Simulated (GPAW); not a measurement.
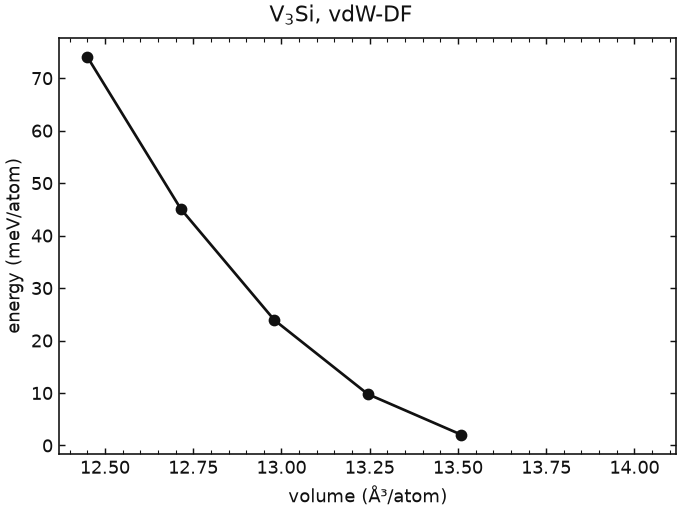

The plot gives the computed energy against volume for V₃Si, space group Pm-3n (No. 223).

Cell as given: a = 4.732 Å, b = 4.732 Å, c = 4.732 Å, α = 90.00°, β = 90.00°, γ = 90.00°; 8 atoms.

Calculation (GPAW 26.7.0): PAW DFT in plane waves, on a grid or in atomic orbitals, collinear spins; energies at scaled volumes of the given cell, shape and fractions fixed, counted from the fit's minimum, third-order Birch-Murnaghan fit. Level: vdW-DF, collinear spin.

- k mesh: 4×4×4
- occupations: Fermi–Dirac
- smearing width: 0.05 eV
- potentials: GPAW PAW data sets (gpaw data 1.2.1)
- wave cutoff: 600 eV
- program settings: basis pw

The points at volume 13.77 Å³/atom and 14.04 Å³/atom are left out of the plot. What values does the calculation give there?

| volume (Å³/atom) | energy (meV/atom) |
| --- | --- |
| 13.77 | 0.02 |
| 14.04 | 3.33 |

Caveats: coarse k mesh.
